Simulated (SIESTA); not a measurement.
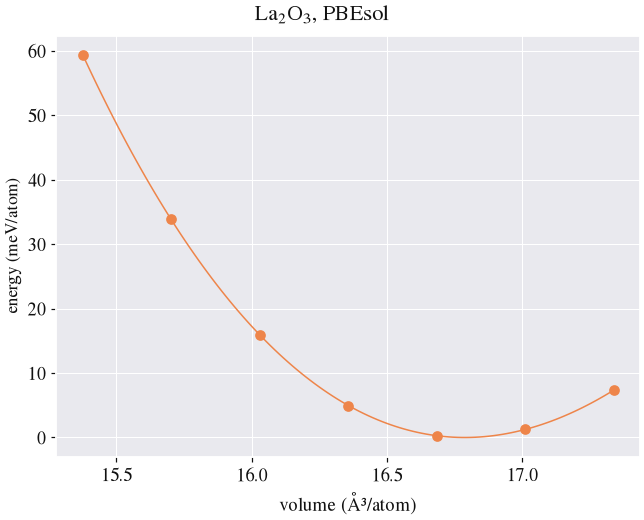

Plotted: energy against volume for La₂O₃, space group P-3m1 (No. 164).

The given structure:
```
La O
1.0
     3.93078    0.00000    0.00000
    -1.96539    3.40415    0.00000
     0.00000    0.00000    6.11195
La O
2 3
Direct
  0.33333 0.66667 0.24624
  0.66667 0.33333 0.75376
  0.00000 0.00000 0.00000
  0.33333 0.66667 0.64589
  0.66667 0.33333 0.35411
```

Method: DFT in numerical atomic orbitals with pseudopotentials, no spin polarisation; energies at scaled volumes of the given cell, shape and fractions fixed, counted from the fit's minimum, third-order Birch-Murnaghan fit (SIESTA 5.4.2). Level: PBEsol.

```
         setting                                                                     value
          k mesh                                                                     8×8×5
     occupations                                                               Fermi–Dirac
  smearing width                                                                   0.05 eV
      potentials  PseudoDojo 0.4 standard, converted to PSML, two zetas on semicore shells
program settings                                             basis DZP, mesh cutoff 800 Ry
```

From this curve and the settings, what does the calculation give for the pressure at the same points?

The pressure falls from 14.53 GPa at volume 15.38 Å³/atom to −4.13 GPa at 17.34 Å³/atom, and changes sign near 16.79 Å³/atom.

```json
{"volume (Å³/atom)": "15.38", "pressure (GPa)": "14.53"}
{"volume (Å³/atom)": "15.70", "pressure (GPa)": "10.58"}
{"volume (Å³/atom)": "16.03", "pressure (GPa)": "7.04"}
{"volume (Å³/atom)": "16.36", "pressure (GPa)": "3.77"}
{"volume (Å³/atom)": "16.68", "pressure (GPa)": "0.87"}
{"volume (Å³/atom)": "17.01", "pressure (GPa)": "-1.76"}
{"volume (Å³/atom)": "17.34", "pressure (GPa)": "-4.13"}
```

Caveats: mulliken charges of long orbitals; shape and atomic fractions are frozen while scaling, which makes layered, chain and framework solids too stiff.
